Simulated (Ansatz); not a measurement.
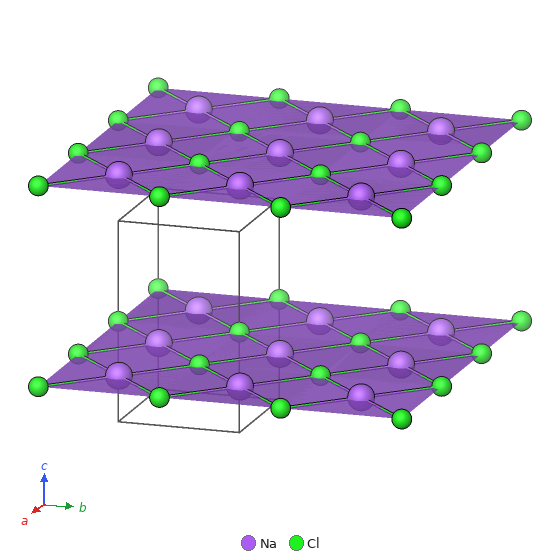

Polyhedra are drawn about Na (bonds: Cl–Na below 3.1 Å); other atoms are plain spheres.

NaCl (space group P4/mmm, No. 123). Coordinates: the end point of a relaxation with DFT PBE, scalar-relativistic, plane waves, PAW in Ansatz; the starting structure was generated, so it need not be a known form of this composition.

What figure surrounds each Na atom, and what does it share with the other drawn polyhedra?

Answer. Na: NaCl4 square, sharing corners with four neighbours and edges with four neighbours.

What is the connectivity of the polyhedra: isolated, groups, chains, layers or framework?

Answer. They form layers of corner- and edge-sharing squares parallel to (001).

How far apart are the centres of linked polyhedra?

Answer. Centre to centre across a shared corner: 5.45 Å; across a shared edge: 3.85 Å.
